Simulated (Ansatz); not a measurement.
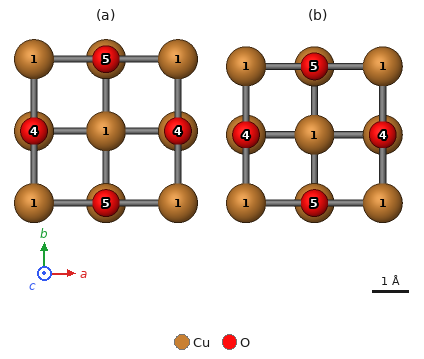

The structure of a crystal of Cu₃O₂ (set up in I4/mmm) before (left) and after (right) a relaxation, at one scale.

Style: ball-and-stick. Shown: the conventional cell (2 times the calculation's cell), along the c axis. Lengths and directions refer to the drawn axes.

The run lets cell and atoms move.

Computed with Kohn-Sham DFT of a periodic cell, PBEsol, Ansatz PAW in Ansatz 0.2.0.

Input file:
```yaml
crystal:
  lattice:
    - [-2.022982, 2.022982, 3.673617]
    - [2.022982, -2.022982, 3.673617]
    - [2.022982, 2.022982, -3.673617]
  atoms:
    - { symbol: Cu, position: [0.0, 0.0, 0.0] }
    - { symbol: Cu, position: [0.75, 0.25, 0.5] }
    - { symbol: Cu, position: [0.25, 0.75, 0.5] }
    - { symbol: O, position: [0.5, 0.0, 0.5] }
    - { symbol: O, position: [0.0, 0.5, 0.5] }
hamiltonian:
  xc: pbesol
  pseudopotentials: { kind: paw }
kpoints:
  mp_grid: { grid: [9, 9, 9] }
scf:
  occupations: { method: fermi_dirac, width: 0.05 }
output:
  forces: true
  stress: true
  eigenvalues: true
  write_density: true
  write_potential: true
  elf: true
  volumetric_format: npy
relax:
  f_tol: 0.01
  max_steps: 40
  cell: { stress_tol: 0.05, p_target: 10.0 }
```

Launched with:
```bash
ansatz run input.yaml --threads 2 --pin off --max-ram 5632MiB --backend cpu --events-out ev --progress --plain --runs-dir out
```

Q: What changed between the two?

A: The atoms keep their places relative to the cell (all moves are under 0.005 Å). The volume changes by −11.3 %, with a = b 4.046 → 3.843 Å (−5.0 %), c 7.347 → 7.220 Å (−1.7 %). Some distances before and after: Cu–O 2.023 → 1.922 Å, Cu–Cu 2.732 → 2.636 Å, Cu–O 1.837 → 1.805 Å. The space group stays I4/mmm (No. 139). Over 4 accepted moves (6 points after the start) the energy rises by 11.3 meV per atom. With the target pressure of 10 GPa, the enthalpy E + pV changes by −73.8 meV per atom. All forces vanish by symmetry, so only the cell relaxes. Pressure: −6.22 GPa at the start and 9.99 GPa at the end. At 2 points the geometry stayed and the basis and grid were re-selected for the new cell (energy shift of 2.8 meV per atom at most each time). Cost: 13 s on 2 threads of AMD EPYC 9R45 96-Core Processor (Zen 5), on a shared host, peak memory 0.52 GiB.
